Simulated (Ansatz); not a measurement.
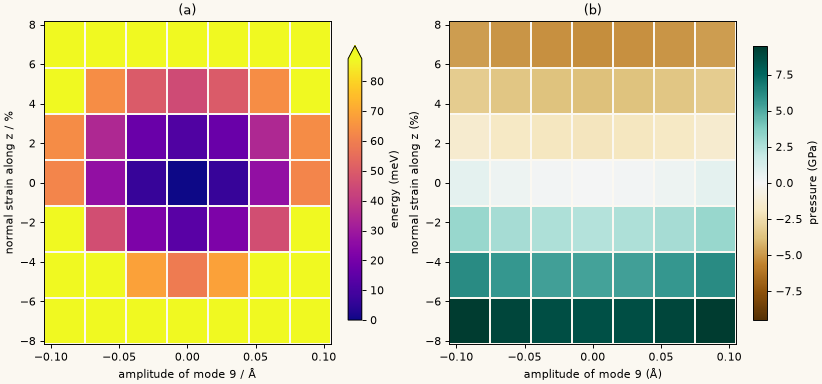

Al2Cu (Fm-3m, No. 225; 3 atoms in the cell). 
- The energy is mapped over a normal mode and a strain (zone-centre modes of the 3-atom cell of this scan).
- Coordinates scanned: (1) amplitude of mode 9 (273 cm⁻¹), largest displacement in the unstrained cell; (2) normal strain along z.
- Nothing is relaxed (the pattern is fixed in fractional coordinates).
- The grid has 7 × 7 points; 28 points were computed and 21 follow by symmetry.
- Points are written as (first, second).
- All energies are given in meV per cell relative to the lowest grid point.
- All numbers below come from Ansatz, DFT PBE, scalar-relativistic, plane waves, PAW. Settings: cutoff 520 eV, k-mesh 14×14×14, gaussian smearing 0.15 eV, no spin polarisation.

Panel (a) is the energy; panel (b) is the computed pressure, in GPa.

The picture shows one coloured cell a grid point, one colour for all values above the top of the scale.

**How does the pressure vary over the map, and what is it at the lowest grid point?**

It runs from −5.3 GPa at (0.00 Å, 7.00 %) to 9.5 GPa at (−0.09 Å, −7.00 %). At the lowest grid point, (0.00 Å, 0.00 %), it is 0.0 GPa.

| second ↓, first → | −0.09 | −0.06 | −0.03 | 0.00 | 0.03 | 0.06 | 0.09 |
| --- | --- | --- | --- | --- | --- | --- | --- |
| 7.00 | −4.9 | −5.1 | −5.3 | −5.3 | −5.3 | −5.1 | −4.9 |
| 4.67 | −3.3 | −3.6 | −3.8 | −3.8 | −3.8 | −3.6 | −3.3 |
| 2.33 | −1.5 | −1.8 | −2.0 | −2.1 | −2.0 | −1.8 | −1.5 |
| 0.00 | 0.7 | 0.3 | 0.1 | 0.0 | 0.1 | 0.3 | 0.7 |
| −2.33 | 3.2 | 2.8 | 2.5 | 2.4 | 2.5 | 2.8 | 3.2 |
| −4.67 | 6.1 | 5.7 | 5.4 | 5.3 | 5.4 | 5.7 | 6.1 |
| −7.00 | 9.5 | 9.0 | 8.7 | 8.6 | 8.7 | 9.0 | 9.5 |

PAW datasets: the set soft_1.
